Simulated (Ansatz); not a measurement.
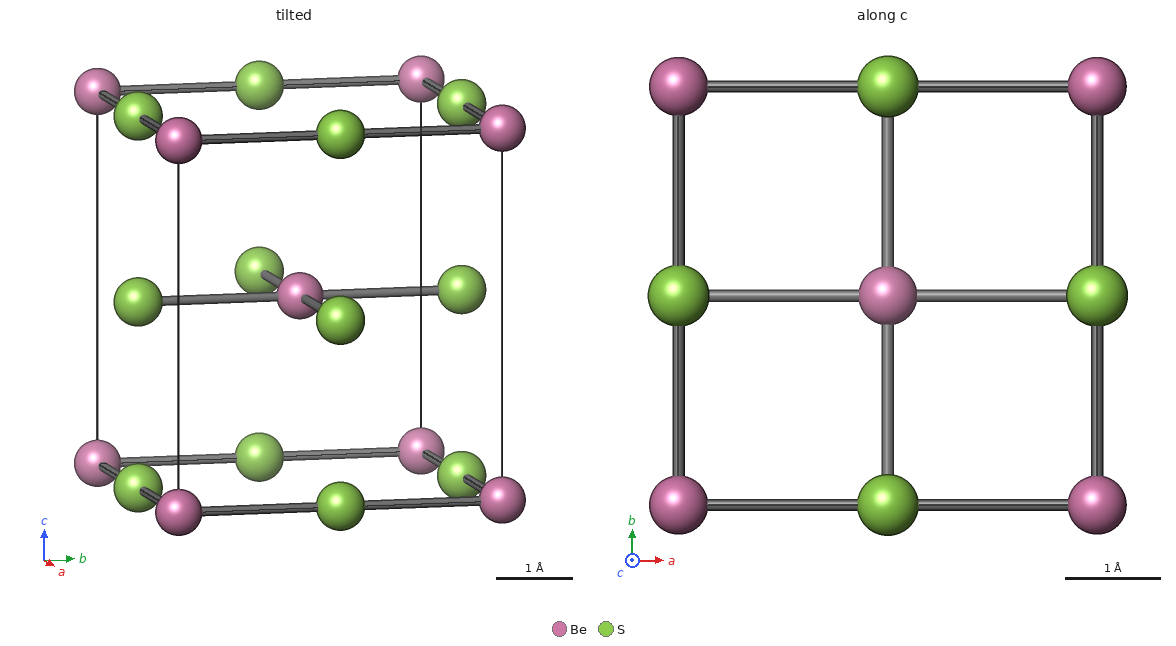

This ball-and-stick model is shown slightly off an axis and along the c axis. The conventional unit cell is outlined; an atom on or near a face, edge or corner is repeated at each equivalent position. Cell: a = 4.42 Å, b = 4.42 Å, c = 4.99 Å, α = 90.00°, β = 90.00°, γ = 90.00°.

The structure comes from a random cell made by a generator, so it need not be a real form of the compound. Earlier steps of the study may have refined or changed the cell and positions. It was run through Ansatz as a DFT input.

### Describe the arrangement of the atoms.

Chemical formula BeS₂. It takes space group I4/mmm (No. 139) on a body-centred tetragonal lattice. Cell content: 2 Be, 4 S, that is 2 formula units. Each Be atom has four S in a square planar arrangement at about 2.2 Å around it. Around each S lie two Be in a linear arrangement at about 2.2 Å. The bonds build BeS2 layers parallel to (001).

Run with DFT PBE, scalar-relativistic, plane waves, PAW (Ansatz) and these settings: a kinetic-energy cutoff of 420 eV, k-points about 0.14 Å⁻¹ apart, Gaussian smearing of 0.1 eV, no spin polarisation.

### What does the calculation say: metal or gapped?

A metal: bands cross the Fermi level.

### What charge does Bader's analysis assign to each element?

Be +1.65 e; S -0.83 e.

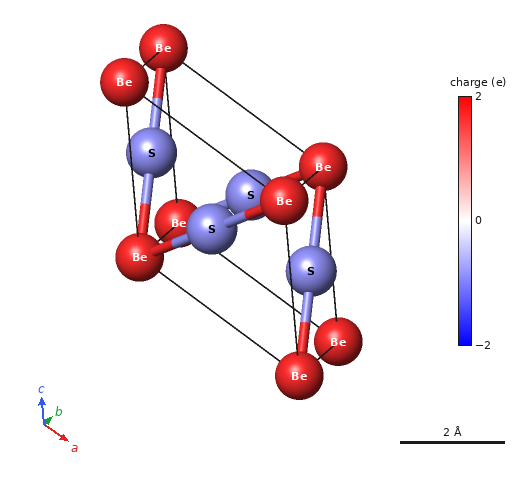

The atoms coloured by those charges. The run's cell of 3 atoms is drawn, so axes and origin can differ from the first picture.

### Has the structure come to rest?

Yes. All forces vanish to within 0.01 eV/Å. The pressure is 0.0 GPa, close to zero.
